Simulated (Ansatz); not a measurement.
WSe₄

The calculation's input:

```
crystal:
  lattice:
    - [-3.0806424445, 3.0806424445, 3.0806424445]
    - [3.0806424445, -3.0806424445, 3.0806424445]
    - [3.0806424445, 3.0806424445, -3.0806424445]
  atoms:
    - { symbol: W, position: [0.0, 0.0, 0.0], spin: 1.44 }
    - { symbol: Se, position: [0.5, 0.5, 0.5] }
    - { symbol: Se, position: [0.0, 0.0, 0.5] }
    - { symbol: Se, position: [0.0, 0.5, 0.0] }
    - { symbol: Se, position: [0.5, 0.0, 0.0] }
basis:
  ecutwfc: 420
kpoints:
  mp_grid: { grid: [10, 10, 10] }
hamiltonian:
  xc: pbe
scf:
  occupations: { method: gaussian, width: 0.1 }
output:
  forces: true
  stress: true
  eigenvalues: true
  populations: true
  write_density: true
  write_potential: true
  elf: true
  volumetric_format: npy
magnetization:
  spin_polarized: true
relax:
  adjacent_minimum: "off"
  f_tol: 0.01
  max_steps: 80
  cell: { stress_tol: 0.05 }
```

Launched as:

```sh
ansatz run input.yaml --threads 1 --pin off --max-ram 2560MiB --backend cpu --events-out ev --progress --plain --runs-dir out
```

Below, planes, directions and counts refer to the conventional cell (a = 6.14 Å, b = 6.14 Å, c = 6.14 Å, α = 90.00°, β = 90.00°, γ = 90.00°).

The fields are those of the relaxed geometry.

Space group Im-3m; a structure generated by program, which may or may not match a known phase; spin-polarised.

All numbers below come from Ansatz, DFT PBE, scalar-relativistic, plane waves, PAW.

In a PAW calculation such maps are meaningful between the atoms, not at the nuclei.

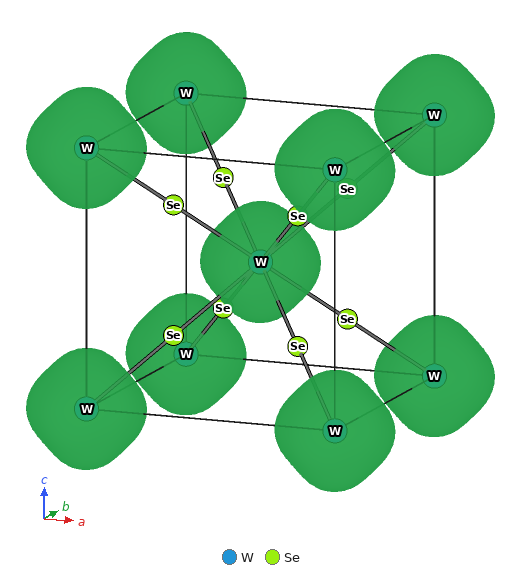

Figure 1. Isosurfaces of the spin density at +0.03 (green) and −0.03 e/Å³ (red), seen slightly off an axis. Sticks mark near contacts.

Q: Which atoms carry the moments, and with what signs?

A: The spin density sits on W: +0.8 μB (×2) in one cell of 10 atoms: parallel moments, as they must be, since the calculation's own cell holds one magnetic site. The cell of the calculation (5 atoms) carries 1.0 μB of net spin moment. Only one sign reaches the isovalue.

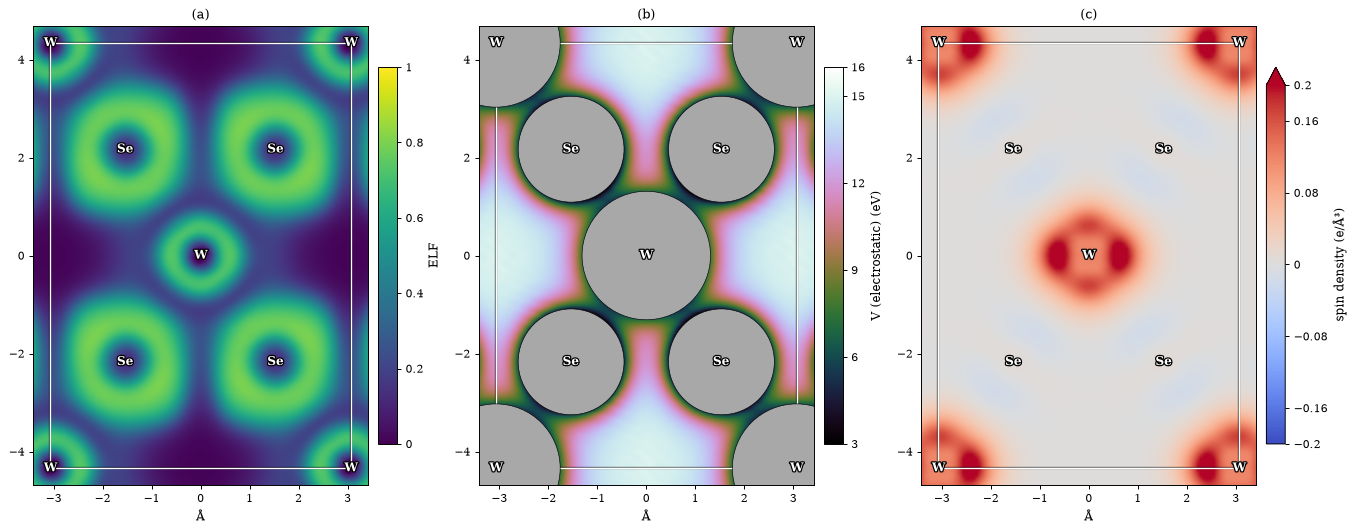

Figure 2. (a) ELF; (b) electrostatic potential energy of an electron; (c) magnetisation density (up minus down) on the (11̄0) plane of the conventional cell. Grey discs cover the atomic cores in the potential map.

Q: Interpret the plot.

A: The plane passes through W and Se nuclei. W–Se (2.66 Å): the ELF is about 0.40 at the midpoint. The features right at W lie inside the PAW spheres, where the map follows smoothed inner orbitals and isn't to be read closely.

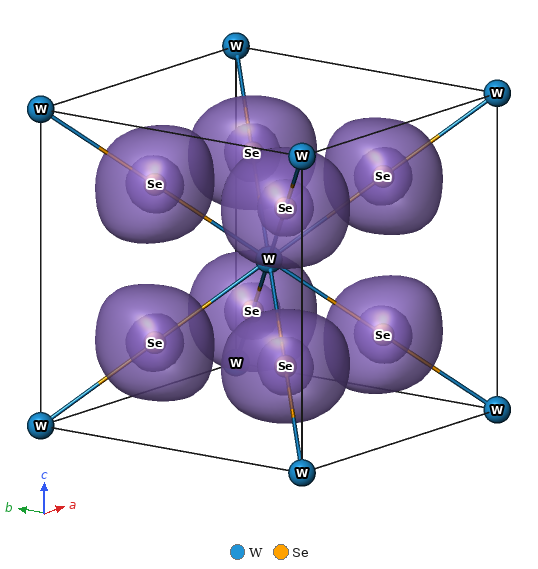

Figure 3. Isosurface of the ELF at 0.65 (purple), seen at an oblique angle. Core shells and regions of very low density are left out. Sticks mark near contacts.

Q: Where are the electrons localised?

A: The ELF exceeds this value in eight regions wrapped around Se (the valence shell of each), counted in one cell of 10 atoms. Regions shared between cells count once.

Q: Does the calculation give a band gap?

A: It is gapless in this calculation (a metal or semimetal); semilocal functionals without U, or without the true magnetic order, often close the gap of such compounds.
